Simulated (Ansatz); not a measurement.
The calculation's input:

```
crystal:
  lattice:
    - [2.0223875383, -2.0221672871, 0.0]
    - [2.0223875383, 2.0221672871, 0.0]
    - [0.0, 0.0, 2.8700173037]
  atoms:
    - { symbol: Al, position: [0.0, 0.0, 0.0] }
    - { symbol: Ni, position: [0.5, 0.5, 0.5] }
basis:
  ecutwfc: 500
kpoints:
  mp_grid: { grid: [12, 12, 12] }
hamiltonian:
  xc: r2scan
scf:
  occupations: { method: gaussian, width: 0.15 }
output:
  forces: true
  stress: true
  eigenvalues: true
  write_density: true
  write_potential: true
  elf: true
  volumetric_format: npy
```

Command:

```sh
ansatz run input.yaml --threads 1 --pin off --max-ram 2560MiB --backend cpu --events-out ev --progress --plain --runs-dir out
```

Below, planes, directions and counts refer to the standardised cell (a = 2.86 Å, b = 2.86 Å, c = 2.87 Å, α = 90.00°, β = 90.00°, γ = 89.99°).

Space group P4/mmm; a structure from a database of computed crystals, not necessarily the ambient phase; computed without spin polarisation.

Level of theory: DFT r2SCAN, scalar-relativistic, plane waves, PAW in Ansatz.

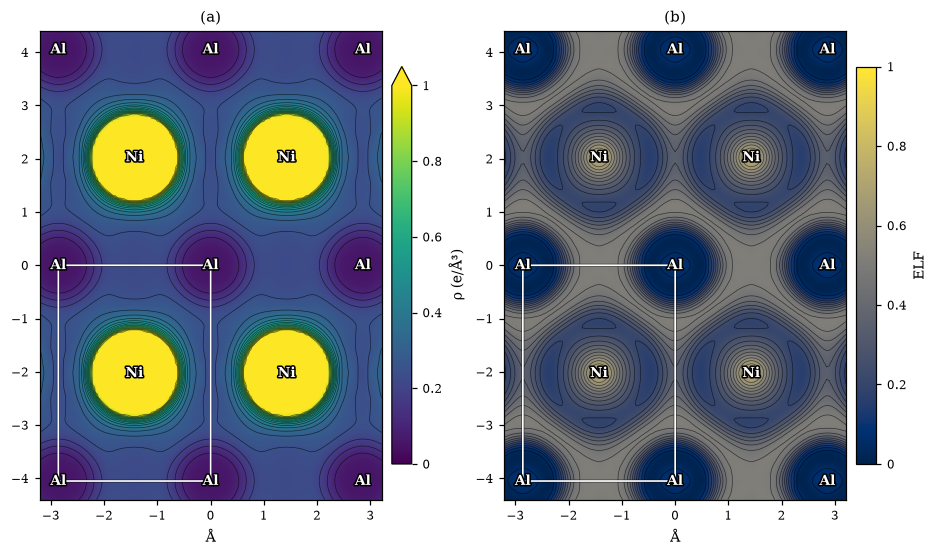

AlNi. (a) valence electron density; (b) electron localisation function on the (011̄) plane of the standardised cell.

In a PAW calculation such maps are meaningful between the atoms, not at the nuclei.

### What does the map show?

- The plane passes through Al and Ni nuclei.
- Al–Ni (2.48 Å): the density is about 0.3 e/Å³ at the midpoint; the ELF is about 0.40 at the midpoint.
- Between the atoms the lowest density in this plane is 0.22 e/Å³.
- The features right at Ni lie inside the PAW spheres, where the map follows smoothed inner orbitals and isn't to be read closely.

### Does the calculation give a band gap?

It is gapless in this calculation (a metal or semimetal).
